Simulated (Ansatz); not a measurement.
```
CELL_PARAMETERS angstrom
1.89043 -1.89043 0.00000
1.89043 1.89043 0.00000
0.00000 0.00000 5.67128
ATOMIC_POSITIONS crystal
Ti 0.00000 0.00000 0.00000
Ti 0.50000 0.50000 0.50000
C 0.50000 0.50000 0.00000
C 0.00000 0.00000 0.50000
```

Space group I4/mmm; computed pressure about 73 GPa in this cell; computed without spin polarisation.

Computed with Ansatz, DFT r2SCAN, scalar-relativistic, plane waves, PAW.

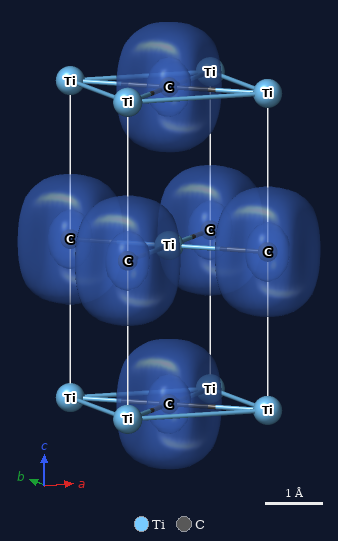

TiC. Isosurface of the ELF at 0.6 (blue), seen slightly off an axis. Core shells and regions of very low density are left out. Sticks mark near contacts.

Question: What do the ELF domains correspond to?

Answer: At this value the surface marks out two regions wrapped around C (the valence shell of each), counted in one cell of 4 atoms. Any copies at cell faces, edges or corners count once. Profiles from the grid: Ti–C (1.89 Å): the ELF peaks at about 0.80 in the valence shell of C, 0.6 Å from its nucleus, and is about 0.30 at the midpoint. Ti–Ti (2.67 Å): the ELF is about 0.30 at the midpoint.

Question: Does the calculation give a band gap?

Answer: It is gapless in this calculation (a metal or semimetal).
